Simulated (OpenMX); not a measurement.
## Sc: 7 runs along one coordinate

System: Sc (1 atom in the cell).
Method: Kohn-Sham DFT of a periodic cell, PBE, OpenMX 2013 PBE set, no spin polarisation (OpenMX 3.8.5).

The 7 runs differ only in the geometry, by an even scaling of the cell at fixed fractional positions. The structure derives from a Materials Project entry.

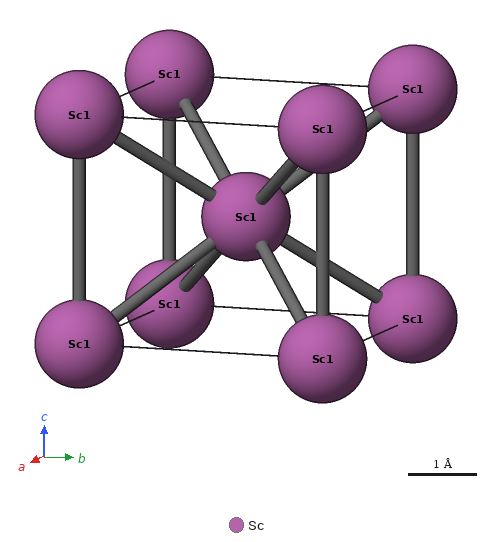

Figure 1. The structure of run 4 (ball-and-stick view of the cell 2 times as large as that of the calculation, set on its symmetry axes, seen slightly off an axis; atoms are numbered from 1 in the order of the input).

## Input of run 4
```
System.CurrrentDirectory             ./
System.Name                          Sc
DATA.PATH                            ./DFT_DATA13
level.of.stdout                      1
level.of.fileout                     0
Species.Number                       1
<Definition.of.Atomic.Species
  Sc  Sc7.0-s3p2d2           Sc_PBE13
Definition.of.Atomic.Species>

Atoms.Number                         1
Atoms.SpeciesAndCoordinates.Unit     FRAC
<Atoms.SpeciesAndCoordinates
    1  Sc    0.0000000000    0.0000000000    0.0000000000   5.500  5.500
Atoms.SpeciesAndCoordinates>

Atoms.UnitVectors.Unit               Ang
<Atoms.UnitVectors
    -1.9172054859    1.9172054859    1.7176030000
     1.9172054859   -1.9172054859    1.7176030000
     1.9172054859    1.9172054859   -1.7176030000
Atoms.UnitVectors>

scf.XcType                           GGA-PBE
scf.SpinPolarization                 off
scf.ElectronicTemperature            580.226
scf.energycutoff                     400.0
scf.maxIter                          100
scf.EigenvalueSolver                 band
scf.Kgrid                            11 11 11
scf.Mixing.Type                      rmm-diisk
scf.Init.Mixing.Weight               0.05
scf.Min.Mixing.Weight                0.001
scf.Max.Mixing.Weight                0.3
scf.Mixing.History                   25
scf.Mixing.StartPulay                8
scf.criterion                        1.0e-8
scf.stress.tensor                    on
MD.Type                              nomd
```

Command:
```bash
openmx Sc.dat -nt 1 > Sc.std
```

Run 6 has the same physical settings and fractional positions; its lattice vectors (Å) are:
```
  -1.942435    1.942435    1.740206
   1.942435   -1.942435    1.740206
   1.942435    1.942435   -1.740206
```

## Results, with one run withheld

| run | volume per atom (Å³) | free energy per atom, from the lowest run given (meV) |
| --- | --- | --- |
| 1 | 23.738 | 9.53 |
| 2 | 24.243 | 2.79 |
| 3 | 24.748 | 0.00 |
| 4 | 25.253 | 0.80 |
| 5 | 25.758 | 4.88 |
| 6 | 26.264 | ? |
| 7 | 26.769 | 21.99 |

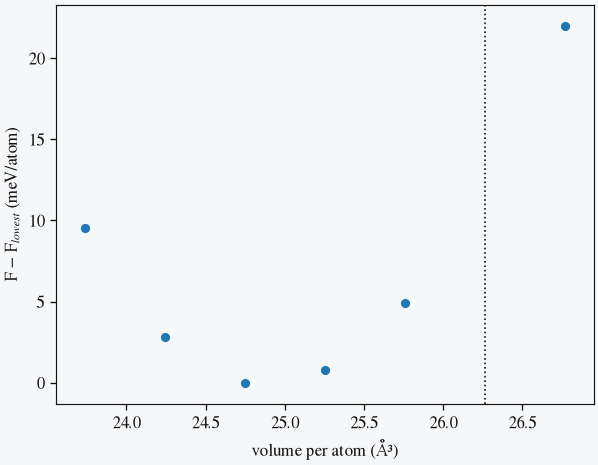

Figure 2. Free energy per atom of the runs given; the dotted line marks run 6.

What should run 6 give?

A cubic polynomial in V^(−2/3) (the Birch–Murnaghan form), fitted to the 6 runs given, misses them by at most 0.01 meV per atom. With x = V^(−2/3) − 0.11680 Å⁻², it reads F = 0.060036 − 734.99 x + 7.0173e+05 x² − 2.454e+06 x³ (meV per atom). At run 6 it gives 12.05 meV per atom, and the run itself gives 12.01. The fit has its minimum at 24.884 Å³ per atom, where V d²F/dV² gives 55 GPa. Cell shape and fractional positions are held, so this is the stiffness under even scaling; the relaxed bulk modulus wasn't computed.

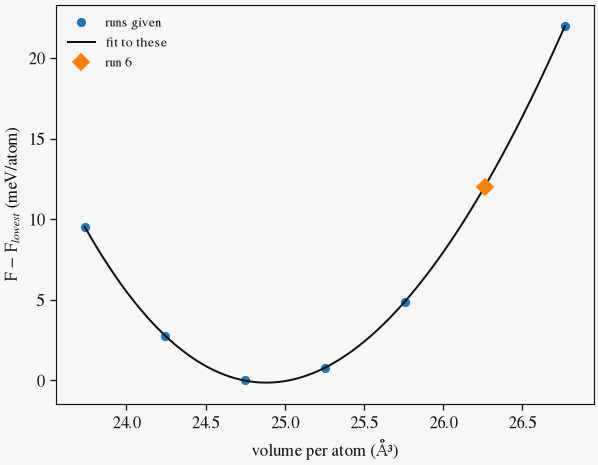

Figure 3. The fit and the withheld run.

## Some lines of the output (run 6)
```
[...]
  Cell_Volume =    177.235189506773 (Bohr^3)
        Total energy (Hartree) at MD = 1
   kloop=0
   kloop=1
   kloop=665
```

Notes: With a small basis of atomic orbitals these values can differ much from converged plane-wave results.
